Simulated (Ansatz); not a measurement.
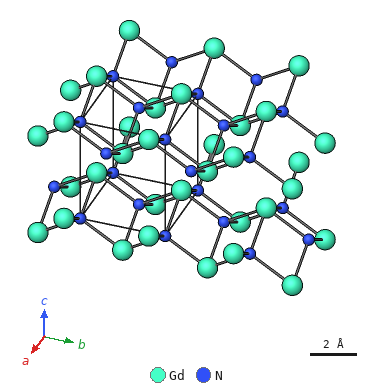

This is the input geometry for a relaxation of a crystal of GdN (built on the PbO type). The picture is a ball-and-stick view of the cell of the calculation, repeated 1 × 2 × 1 with one cell outlined, seen from a free direction.

All numbers below come from DFT PBE, scalar-relativistic, plane waves, PAW in Ansatz 0.2.0.

Input file:
```yaml
crystal:
  lattice:
    - [4.0327182031, 0.0, 0.0]
    - [0.0, 4.0327182031, 0.0]
    - [0.0, 0.0, 5.0815606143]
  atoms:
    - { symbol: Gd, position: [0.5, 0.0, 0.2368], spin: 7.0 }
    - { symbol: Gd, position: [0.0, 0.5, 0.7632], spin: 7.0 }
    - { symbol: "N", position: [0.0, 0.0, 0.0] }
    - { symbol: "N", position: [0.5, 0.5, 0.0] }
basis:
  ecutwfc: 420
  ecutrho_ratio: 4
kpoints:
  mp_grid: { grid: [8, 8, 8] }
hamiltonian:
  xc: pbe
scf:
  occupations: { method: gaussian, width: 0.05 }
output:
  forces: true
  stress: true
  eigenvalues: true
  populations: true
magnetization:
  spin_polarized: true
relax:
  f_tol: 0.01
  max_steps: 60
  cell: { stress_tol: 0.04 }
```

Command:
```bash
ansatz run input.yaml --threads 2 --pin off --max-ram 2662MiB --backend cpu --events-out ev --progress --plain --runs-dir out
```

### What does the optimiser find from here?

After 11 accepted moves (13 points after the start) the energy has fallen by 441 meV per atom. Largest force component: 3.4 eV/Å at the start, under 0.0001 eV/Å at the end. Pressure: −6.27 GPa at the start and 0.01 GPa at the end. At 2 points the geometry stayed and the basis and grid were re-selected for the new cell (energy shift of 2.6 meV per atom at most each time). The largest moves relative to the cell, 0.042 Å, are those of Gd1 and Gd2. Gd1 goes along +c. N stays in place. Cell: a = b 4.033 → 4.298 Å (+6.6 %), c 5.082 → 3.565 Å (−29.8 %). Volume −20.3 %. Some distances before and after: Gd1–Gd1 5.082 → 3.565 Å, Gd1–Gd2 3.910 → 3.528 Å, Gd1–Gd2 (another image) 3.731 → 3.518 Å, Gd1–N3 2.348 → 2.324 Å. Among the angles between lasting bonds that change: N3–Gd1–N3 118.3° → 135.2°, Gd1–N3–Gd1 118.3° → 135.2°, Gd1–N3–Gd2 105.2° → 98.4°. The space group stays P4/nmm (No. 129). The run may lie on a higher electronic state than the lowest, so the end point isn't shown to be the ground-state structure. Cost: 4.8 min on 2 threads of Arm Neoverse V2 (shared host), peak memory 0.6 GiB.

Step by step:

| step | E − E(0), meV/atom | largest force component, eV/Å | pressure, GPa | volume, Å³/atom | note |
| --- | --- | --- | --- | --- | --- |
| 0 | 0.00 | 3.4464 | -6.27 | 20.660 |  |
| 1 | -236.58 | 0.6327 | 2.90 | 20.532 |  |
| 2 | -311.66 | 0.1547 | 0.64 | 21.083 |  |
| 3 | -344.77 | 0.0360 | -0.82 | 20.713 |  |
| 4 | -373.03 | 0.1836 | -1.27 | 19.831 |  |
| 5 | -400.63 | 0.3454 | -0.72 | 18.721 |  |
| 6 | -423.47 | 0.4622 | 0.30 | 17.524 |  |
| 7 | -433.89 | 0.2761 | -2.71 | 16.887 |  |
| 8 | -437.69 | 0.0312 | 1.19 | 16.245 |  |
| 9 | -437.77 | 0.0072 | -0.38 | 16.448 |  |
| 10 | -438.01 | 0.0037 | 0.01 | 16.476 |  |
| 11 | -440.59 | 0.0028 | 0.21 | 16.476 | same geometry, new basis |
| 12 | -440.72 | 0.0001 | 0.01 | 16.460 |  |
| 13 | -440.70 | 0.0000 | 0.01 | 16.460 | same geometry, new basis |

The structure at the end:

```xyz
4
Lattice="4.2975 0.0000 0.0000 0.0000 4.2975 0.0000 0.0000 0.0000 3.5651" Properties=species:S:1:pos:R:3 pbc="T T T"
Gd    2.1488    0.0000    0.8861
Gd    0.0000    2.1488    2.6790
N     0.0000    0.0000    3.5651
N     2.1488    2.1488    3.5651
```

The end point in the same view:

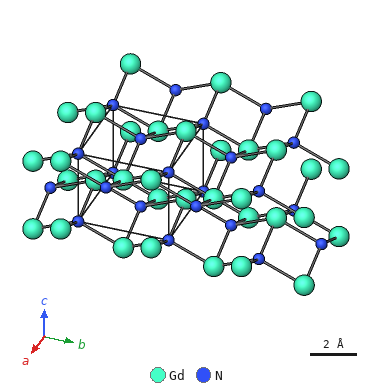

Limits of the set-up: layers or molecules are held without a dispersion correction, so their spacing is unreliable.
